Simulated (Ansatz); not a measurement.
# Single-point calculation, with input and output: NbN (part 1 of 2)

- system: NbN (slab, 24 atoms in the cell)
- method: DFT PBE+D3(BJ), scalar-relativistic, plane waves, PAW, no spin polarisation (Ansatz 0.2.0)

The structure derives from an entry of the Crystallography Open Database. It belongs to a series of runs on one base structure; here: the slab at its places in the relaxed adsorbed structure. Figures and captions count atoms from 1; the log counts them from 0 in places.

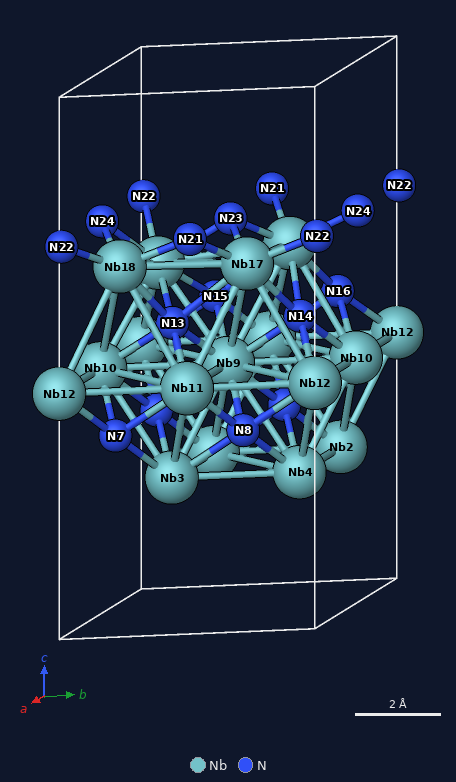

The structure (ball-and-stick view of the cell of the calculation, with the vacuum cut short, seen slightly off an axis; atoms are numbered from 1 in the order of the input). An atom can appear more than once, as a periodic image.

### Key numbers

- outcome: converged
- electrons treated: 216
- free energy: −59257.5071 eV
- work function, top face: 5.58 eV
- work function, bottom face: 4.88 eV
- Fermi energy: 2.149 eV
- gap on the k-point mesh: none (metallic)
- work function (upper face): 5.58 eV
- largest force (length of the vector): 1.487 eV/Å
- hardware: 4 threads of Intel Xeon (Granite Rapids), 192 GiB of memory available, shared host
- wall time: 15 s (CPU time 59 s)
- peak memory: 2.6 GiB

### Input
```yaml
crystal:
  lattice:
    - [6.2011598397, 0.0, 0.0]
    - [-3.1005799199, 5.3703619541, 0.0]
    - [0.0, 0.0, 26.4306322587]
  atoms:
    - { symbol: Nb, position: [0.1666666667, 0.3333333333, 0.3026791006] }
    - { symbol: Nb, position: [0.1666666667, 0.8333333333, 0.3026791006] }
    - { symbol: Nb, position: [0.6666666667, 0.3333333333, 0.3026791006] }
    - { symbol: Nb, position: [0.6666666667, 0.8333333333, 0.3026791006] }
    - { symbol: "N", position: [0.3333333333, 0.1666666667, 0.3505707454] }
    - { symbol: "N", position: [0.3333333333, 0.6666666667, 0.3505707454] }
    - { symbol: "N", position: [0.8333333333, 0.1666666667, 0.3505707454] }
    - { symbol: "N", position: [0.8333333333, 0.6666666667, 0.3505707454] }
    - { symbol: Nb, position: [0.5, 0.5, 0.3984623902] }
    - { symbol: Nb, position: [0.5, 0.0, 0.3984623902] }
    - { symbol: Nb, position: [0.0, 0.5, 0.3984623902] }
    - { symbol: Nb, position: [0.0, 0.0, 0.3984623902] }
    - { symbol: "N", position: [0.6881031064, 0.3435994476, 0.4456505948] }
    - { symbol: "N", position: [0.6717957802, 0.8377305516, 0.4464452744] }
    - { symbol: "N", position: [0.1544060208, 0.3399356025, 0.445289886] }
    - { symbol: "N", position: [0.153747125, 0.8182713831, 0.445385056] }
    - { symbol: Nb, position: [0.837713056, 0.6823863473, 0.5037095047] }
    - { symbol: Nb, position: [0.8446460571, 0.1870202278, 0.5061699503] }
    - { symbol: Nb, position: [0.3466958005, 0.692152273, 0.4996720866] }
    - { symbol: Nb, position: [0.3399480673, 0.1748788354, 0.4864040377] }
    - { symbol: "N", position: [0.008642615, 0.5144716808, 0.5358044759] }
    - { symbol: "N", position: [0.0032260443, 0.010029396, 0.5334377925] }
    - { symbol: "N", position: [0.5028281559, 0.5108228493, 0.5313211823] }
    - { symbol: "N", position: [0.5100272922, 0.0108394925, 0.5338893206] }
basis:
  ecutwfc: 420
kpoints:
  mp_grid: { grid: [4, 4, 1] }
hamiltonian:
  xc: pbe
  dispersion: d3bj
scf:
  occupations: { method: gaussian, width: 0.1 }
output:
  forces: true
  eigenvalues: true
  write_density: true
  volumetric_format: npy
efield:
  axis: 3
  dipole_correction: true
  ramp_width: 0.04
```

Run as:
```bash
ansatz run input.yaml --threads 4 --pin off --max-ram 10240MiB --backend cpu --events-out ev --progress --plain --runs-dir out
```

### Log
```
Engine: ansatz 0.2.0, x86_64-unknown-linux-gnu
Pseudopotentials: kind: paw
Pseudopotential: Nb, paw, valence charge 13, recommended cutoff 420 eV (normal), Nb.paw.azcp
Pseudopotential: N, paw, valence charge 5, recommended cutoff 420 eV (normal), N.paw.azcp
Functional definition: PBE
  parameter kappa = 0.804
  parameter beta = 0.06672455060314922
  exchange = pbe_x(kappa = kappa, mu = beta*pi^2/3)
  correlation = pbe_c(beta = beta)
Crystal: 24 atoms, lattice volume = 880.205 Å³
Basis set: ecut = 420 eV, 17243 PW (Γ), exchange–correlation on 90×90×360 points (8 copies of the dense FFT grid, shifted against one another)
Bands: 132, of which v1, the nominal top of the filled ones, is band 108 counted from 1 (107 counted from 0)
Symmetry: 1 space group operations
Space group: P1 (ITA 1), of the structure as read, at distance tolerance 9.6e-5 Å
k-points: 10 of 16 (time reversal used)
Non-local potential: Nb, projectors of the file, l = 0: 3, l = 1: 2, l = 2: 2, l = 3: 1
Non-local potential: N, projectors of the file, l = 0: 2, l = 1: 2, l = 2: 1
PAW form: soft (Blöchl's): semilocal exchange-correlation on the pseudo side does not see the compensation charge
PAW one-centre angular grid: Nb, 590 points (default); XC on 64 Gauss nodes
PAW one-centre angular grid: N, 110 points (default); XC on 64 Gauss nodes
Initial density: superposition of atomic densities (neutral atoms: chi_scale 0, normalization atom), corrected by the library's trained network
Initial wavefunctions: pseudopotential atomic-orbital guess
Functional: x = pbe(κ = 0.804, μ = 0.2195149727645171), c = pbe(β = 0.06672455060314922)
SCF iter   1: F=—  HF=-59257.818896 eV  |F-HF|=—  |Δ(HF+E_count)|=         —  Δρ=8.72e-3  dr2=5.84e0  ethr=1.77e-3  p=-0.119 e·Å  D=-2.44e-2 V/Å  ΔV_dip=0.65 eV  dr2_dipole=1.21e0  V_vac-E_F(+/−)=5.57/4.93 eV  ⟨swp⟩=7.7  Hψ=5997  notcnv=0
efield: sawtooth ramp at fractional position 0.8992 (placed from the atoms, in the widest stretch of the axis that holds none; the zero of the levels goes with the place), width 0.0400; the density the first Hamiltonian is built on has a dipole p = -0.119 e·Å; the dipole correction subtracts the counter field D = -2.44e-2 V/Å, which shifts the + side's vacuum level by +0.65 eV against the − side's; the planar-averaged density in the ramp window peaks in size at 3.9e-6 e/Å³
preconditioner: auto → LDOS  [metal: Δε(μ)=0.013 eV  Ē_g=7.896 eV  σ=0.100 eV  W_gap=0.07  n_scr=150 (ndim 8)  ℏωp=13.7 eV  f_vac=0.633  D(μ)=12.39/eV (n_scr^D=66)  β→1.0]
SCF iter   2: F=—  HF=-59257.776193 eV  |F-HF|=—  |Δ(HF+E_count)|=   4.27e-2  Δρ=1.02e-2  dr2=2.67e0  ethr=1.77e-3  p=-0.149 e·Å  D=-3.06e-2 V/Å  ΔV_dip=0.81 eV  dr2_dipole=5.68e-2  V_vac-E_F(+/−)=5.76/4.95 eV  ⟨swp⟩=2.1  Hψ=2055  notcnv=0  defer=159
SCF iter   3: F=—  HF=-59257.516222 eV  |F-HF|=—  |Δ(HF+E_count)|=   2.60e-1  Δρ=1.79e-3  dr2=1.14e-1  ethr=1.24e-3  p=-0.135 e·Å  D=-2.77e-2 V/Å  ΔV_dip=0.73 eV  dr2_dipole=2.44e-2  V_vac-E_F(+/−)=5.64/4.91 eV  ⟨swp⟩=2.8  Hψ=1705  notcnv=0  defer=159
SCF iter   4: F=—  HF=-59257.508694 eV  |F-HF|=—  |Δ(HF+E_count)|=   7.53e-3  Δρ=1.09e-3  dr2=1.42e-2  ethr=5.29e-5  p=-0.129 e·Å  D=-2.64e-2 V/Å  ΔV_dip=0.70 eV  dr2_dipole=3.54e-5  V_vac-E_F(+/−)=5.60/4.90 eV  ⟨swp⟩=3.0  Hψ=2313  notcnv=0  defer=153
SCF iter   5: F=—  HF=-59257.506721 eV  |F-HF|=—  |Δ(HF+E_count)|=   1.97e-3  Δρ=3.46e-4  dr2=1.89e-3  ethr=6.59e-6  p=-0.128 e·Å  D=-2.63e-2 V/Å  ΔV_dip=0.70 eV  dr2_dipole=2.32e-4  V_vac-E_F(+/−)=5.59/4.89 eV  ⟨swp⟩=2.0  Hψ=1939  notcnv=0  defer=143
SCF iter   6: F=—  HF=-59257.506837 eV  |F-HF|=—  |Δ(HF+E_count)|=   1.17e-4  Δρ=1.46e-4  dr2=2.98e-4  ethr=8.74e-7  p=-0.129 e·Å  D=-2.65e-2 V/Å  ΔV_dip=0.70 eV  dr2_dipole=6.96e-6  V_vac-E_F(+/−)=5.59/4.89 eV  ⟨swp⟩=2.9  Hψ=2115  notcnv=0  defer=143
SCF iter   7: F=—  HF=-59257.506884 eV  |F-HF|=—  |Δ(HF+E_count)|=   4.74e-5  Δρ=4.08e-5  dr2=2.26e-5  ethr=1.38e-7  p=-0.129 e·Å  D=-2.64e-2 V/Å  ΔV_dip=0.70 eV  dr2_dipole=7.16e-10  V_vac-E_F(+/−)=5.58/4.88 eV  ⟨swp⟩=2.8  Hψ=1956  notcnv=0  defer=143
SCF iter   8: F=—  HF=-59257.507077 eV  |F-HF|=—  |Δ(HF+E_count)|=   1.93e-4  Δρ=1.55e-5  dr2=4.77e-6  ethr=1.04e-8  p=-0.129 e·Å  D=-2.64e-2 V/Å  ΔV_dip=0.70 eV  dr2_dipole=5.93e-7  V_vac-E_F(+/−)=5.58/4.88 eV  ⟨swp⟩=2.7  Hψ=2315  notcnv=0  defer=141
SCF iter   9: F=—  HF=-59257.507079 eV  |F-HF|=—  |Δ(HF+E_count)|=   1.70e-6  Δρ=5.15e-6  dr2=6.65e-7  ethr=2.21e-9  p=-0.129 e·Å  D=-2.64e-2 V/Å  ΔV_dip=0.70 eV  dr2_dipole=1.07e-7  V_vac-E_F(+/−)=5.58/4.88 eV  ⟨swp⟩=2.5  Hψ=1775  notcnv=0  defer=140
SCF iter  10: F=-59257.507080 eV  HF=-59257.507080 eV  |F-HF|=1.77e-7  |Δ(HF+E_count)|=   5.85e-7  Δρ=1.37e-6  dr2=2.08e-8  ethr=4.63e-11  p=-0.129 e·Å  D=-2.65e-2 V/Å  ΔV_dip=0.70 eV  dr2_dipole=1.07e-10  V_vac-E_F(+/−)=5.58/4.88 eV  ⟨swp⟩=15.9  Hψ=7024  notcnv=0
SCF 1 converged in 10 iterations: F = -59257.507080 eV  dr2 = 2.08e-8
  greatest PAW one-centre occupation: 0.998 electrons in one spin orbital (limit 2), on the Nb atom at site 18 (counted from 0), in its partial waves of l = 0
```

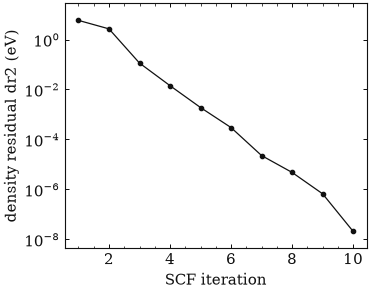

Convergence of the self-consistent field: density residual dr2 against the SCF iteration. The residual falls at every step.

```
SCF converged after 10 iterations
Free energy (F): -59257.507080 eV
Harris-Foulkes:  -59257.507080 eV  (|F-HF|=1.77e-7)
Internal energy: -59257.450142 eV  (E = F + TS)
E sigma→0 (E₀):  -59257.478611 eV
Entropy (-TS):   -0.056938 eV (-2.372 meV/atom)
Fermi energy:    2.148568 eV
Dipole field:    D = -0.026461 V/Å  (p = -0.128716 e·Å, saw-weighted, corrected)
Work function:   Φ+ = 5.5833 eV   Φ− = 4.8839 eV
Levels:          The Fermi level and band energies are counted from a zero that moves with the ramp; work functions are not
--- Per-component energies (eV) ---
  E_band       = -3972.323810
  E_kinetic    = 6308.840178
  E_local      = -293698.552785  (includes V_loc(G=0)·N_el)
  E_nonlocal   = 1965.940526
  E_hartree    = 143218.476251
  E_xc         = -2831.349753
  E_vxc        = -3477.372606  (∫ρ·V_xc dr)
  E_paw        = -38398.718423  (= ΣΔE_a)
  E_vpaw       = -1507.039473  (= ΣTr[D̂ρ^β])
  E_aug_tail   = 0.001196  (compensation charges beyond the density's cutoff)
  E_efield     = 0.001703  (sawtooth field / dipole correction)
  E_vefield    = -1.081981  (∫n·V_field dr)
  E_ewald      = 124186.452669
  E_disp       = -8.541704  (pairwise vdW)
  E_smearing   = -0.056938  (= −TS)
  E_closure    = 0.000000  (closes the sum)
  Σ components = -59257.507080   (vs F -59257.507080, Δ=0.00e0)
--- Forces (eV/Å), atoms counted from 1 ---
  atom   1  Nb     0.08604943     0.04638009     0.87905778
  atom   2  Nb     0.01177568     0.08795947     0.96875104
  atom   3  Nb    -0.05832245     0.07131479     0.87531573
  atom   4  Nb     0.03777540     0.11083467     0.38725302
  atom   5  N     -0.04696252     0.00408570    -1.48665348
  atom   6  N     -0.09658537    -0.07846745    -1.01480388
  atom   7  N      0.06133917     0.10275308    -0.92930235
  atom   8  N      0.07339167    -0.07737939    -1.08120624
  atom   9  Nb     0.07078121    -0.82135659     0.44995938
  atom  10  Nb    -0.86525563     0.32764913     0.68644064
  atom  11  Nb    -0.10834354     0.07378570    -0.18255966
  atom  12  Nb     0.82520935     0.16271811     0.44807648
  atom  13  N     -0.00158159    -0.00833776     0.00262336
  atom  14  N     -0.00902011     0.00490405    -0.01531522
  atom  15  N      0.00089869     0.00343371     0.00962182
  atom  16  N      0.01283732     0.00222610    -0.00294875
  atom  17  Nb    -0.10154258    -0.02139064    -0.04250846
  atom  18  Nb     0.01306850    -0.03186081    -0.10140584
  atom  19  Nb     0.08443413    -0.04859829    -0.00096659
  atom  20  Nb    -0.00987868     0.04118965     0.04533187
  atom  21  N      0.00447156    -0.01504260     0.05491766
  atom  22  N     -0.02512460     0.00402532     0.11697224
  atom  23  N      0.01145638     0.06139493    -0.09082436
  atom  24  N      0.02913757    -0.00222197     0.02422692
  max |Σ_I F_I| component: 5.31e-5 eV/Å
--- Band table (eV; the first three rows and the last of 10) ---
  k-point 0: bands = ["-54.3208", "-54.1185", "-54.0495", "-54.0452", "-54.0382", "-53.9717", "-53.9434", "-53.3925", "-53.3728", "-53.2991", "-53.2869", "-53.2773", "-30.8509", "-30.8417", "-30.8378", "-30.7258", "-30.6373", "-30.6251", "-30.6182", "-30.3482", "-30.2482", "-30.2120", "-30.1909", "-30.1762", "-30.1642", "-30.1271", "-30.1214", "-30.0797", "-30.0170", "-29.9969", "-29.9798", "-29.9072", "-29.8987", "-29.7205", "-29.6996", "-29.6854", "-29.5838", "-29.5003", "-29.4956", "-29.4896", "-29.4709", "-29.4597", "-29.3966", "-29.1962", "-29.1931", "-29.1924", "-29.0402", "-29.0363", "-14.8138", "-14.2194", "-14.1802", "-14.1558", "-13.6382", "-13.2785", "-13.2188", "-13.1915", "-12.1707", "-11.7811", "-11.6885", "-11.5830", "-6.1345", "-6.1057", "-5.9906", "-5.7435", "-4.6157", "-4.4261", "-4.4094", "-4.3463", "-4.3348", "-4.2976", "-4.2728", "-4.2456", "-4.1771", "-4.1079", "-4.0130", "-3.6087", "-3.5660", "-3.5326", "-3.3871", "-3.1389", "-3.1049", "-2.9132", "-2.8747", "-2.7667", "-2.6196", "-2.5924", "-2.5051", "-1.7379", "-1.3527", "-1.3149", "-1.2131", "-1.1092", "-1.0061", "-0.9666", "-0.9216", "-0.8694", "-0.5351", "-0.4691", "-0.3209", "1.0215", "1.0654", "1.1331", "1.4311", "1.7293", "1.8177", "1.9041", "2.2118", "2.2313", "2.2617", "2.5219", "2.6312", "2.7150", "3.3050", "3.4154", "3.4454", "3.5905", "3.6372", "3.7217", "3.7392", "3.8312", "3.8509", "3.9060", "3.9911", "4.0192", "4.0432", "4.2627", "4.3172", "4.4012", "4.4553", "4.5500", "4.5611", "4.5834"]
```
